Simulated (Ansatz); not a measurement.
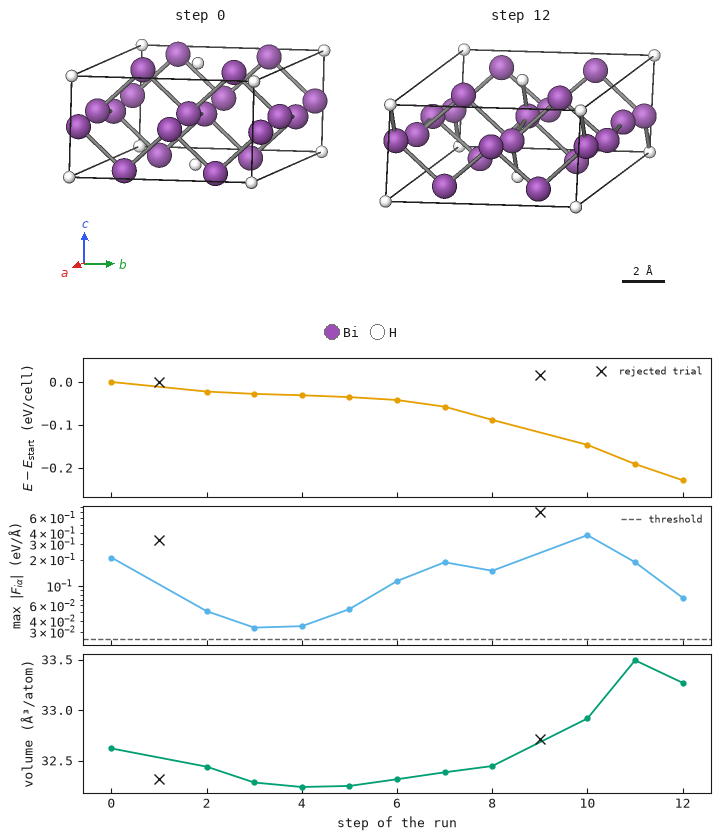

First and last geometry of a relaxation of solid Bi$_{8}$H (set up in C2/m), with the history of the run. Style: ball-and-stick. Shown: the conventional cell (2 times the calculation's cell), slightly off an axis. Lengths and directions refer to the drawn axes.

Case: 1 H put on empty site 1 of 4 host cells, relaxed.

Theory: Ansatz 0.2.0, DFT r2SCAN, scalar-relativistic, plane waves, PAW. Set-up: plane-wave cutoff 500 eV; k-point mesh 4 × 4 × 8; occupations gaussian; smearing width 0.1 eV; no spin polarisation; cell and atoms relaxed; force threshold 0.025 eV/Å; at most 70 steps.

Read the history and describe the run.

The run was cut off at its time limit before the relaxation converged, so the last structure is only a point on the way. The largest moves relative to the cell, 0.48 Å, are those of Bi atoms. H stays in place. The volume changes by +2.0 %, with a 13.326 → 14.054 Å (+5.5 %), b 9.074 → 9.471 Å (+4.4 %), c 4.880 → 4.673 Å (−4.2 %), β 95.7° → 105.7°. Some distances before and after: Bi–H 2.905 → 2.131 Å, Bi–Bi 3.072 → 3.221 Å, Bi–Bi 3.072 → 2.990 Å, Bi–Bi 3.072 → 3.111 Å. New bonds form: Bi–H (2.91 → 2.13 Å). Bond angles that change, for instance: Bi–Bi–Bi 95.2° → 80.9°, Bi–Bi–Bi 95.2° → 84.7°, Bi–Bi–Bi 95.2° → 99.7°. The space group stays C2/m (No. 12). The energy falls by 0.229 eV per cell of the calculation in 10 accepted moves (12 points after the start). Largest force component: 0.21 eV/Å at the start, 0.074 eV/Å at the end. Pressure: −0.08 GPa at the start and −0.30 GPa at the end. The line search rejected the trial steps at points 1, 9 of the run.
